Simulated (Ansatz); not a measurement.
Al2Cu

```yaml
crystal:
  lattice:
    - [0.00000, -6.05238, 0.00000]
    - [-6.05238, 0.00000, 0.00000]
    - [0.00000, 0.00000, -4.88323]
  atoms:
    - { symbol: Al, position: [0.37195, 0.81061, 0.50000] }
    - { symbol: Al, position: [0.87195, 0.31061, 0.00000] }
    - { symbol: Al, position: [0.87195, 0.68939, 0.50000] }
    - { symbol: Al, position: [0.37195, 0.18939, 0.00000] }
    - { symbol: Al, position: [0.62805, 0.18939, 0.50000] }
    - { symbol: Al, position: [0.12805, 0.68939, 0.00000] }
    - { symbol: Al, position: [0.62805, 0.81061, 0.00000] }
    - { symbol: Al, position: [0.12805, 0.31061, 0.50000] }
    - { symbol: Cu, position: [0.50000, 0.50000, 0.75000] }
    - { symbol: Cu, position: [0.00000, 0.00000, 0.25000] }
    - { symbol: Cu, position: [0.50000, 0.50000, 0.25000] }
    - { symbol: Cu, position: [0.00000, 0.00000, 0.75000] }
```

Space group Ibam; not relaxed (largest force 1.7 eV/Å); computed pressure about 5 GPa in this cell; computed without spin polarisation.

All numbers below come from DFT PBE, scalar-relativistic, plane waves, PAW in Ansatz.

Core electrons are frozen (PAW), and the valence fields are smoothed inside the atomic spheres.

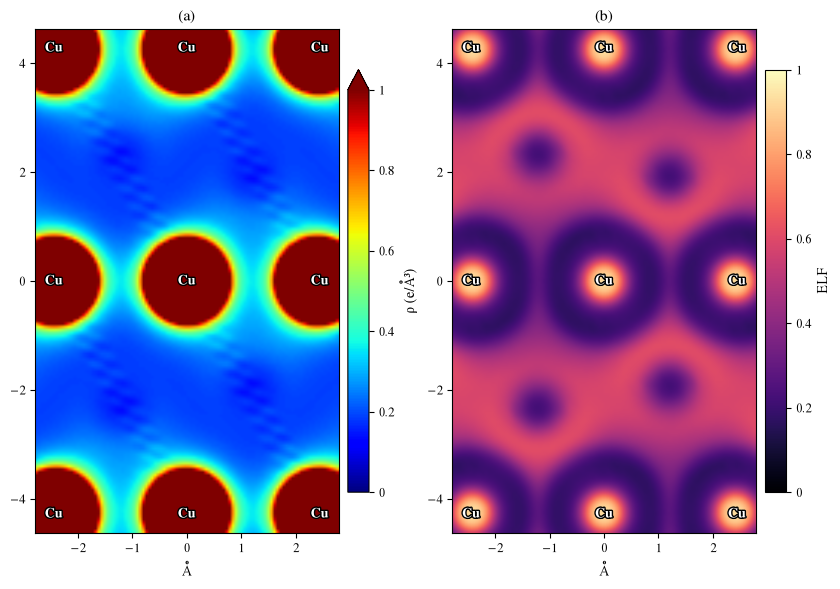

Figure 1. (a) valence charge density (pseudo); (b) ELF on the (11̄0) plane of the conventional cell.

### Read the bonding off the picture.

- The plane passes through Cu nuclei.
- Atoms just off the plane (Al, 0.8 Å away) can leave unmarked features too.
- Cu–Cu (2.44 Å): the density is about 0.36 e/Å³ at the midpoint; the ELF is about 0.25 at the midpoint (no localised pair shows between them).
- Between the atoms the lowest density in this plane is 0.16 e/Å³.
- The features right at Cu lie inside the PAW spheres, where the map follows smoothed inner orbitals and isn't to be read closely.

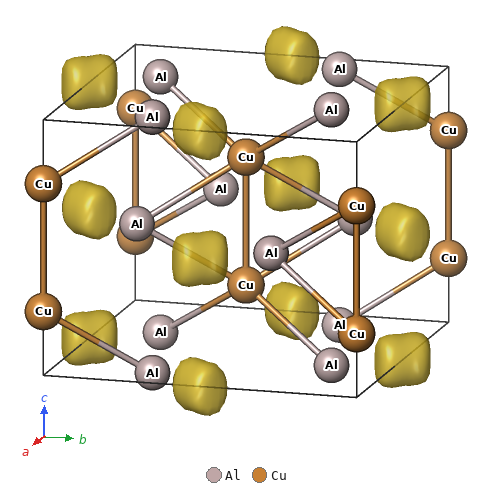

Figure 2. Isosurface of the ELF at 0.75 (yellow), seen slightly off an axis. Core shells and regions of very low density are left out. Sticks mark near contacts.

### Where are the electrons localised?

The surface consists of four pockets between the atoms, centred on no nucleus (multi-centre or interstitial), counted in one cell of 12 atoms. Regions shared between cells count once. Profiles from the grid: Al–Cu (2.37 Å): the ELF peaks at about 0.65 between the atoms.

### Does the calculation give a band gap?

It is gapless in this calculation (a metal or semimetal).
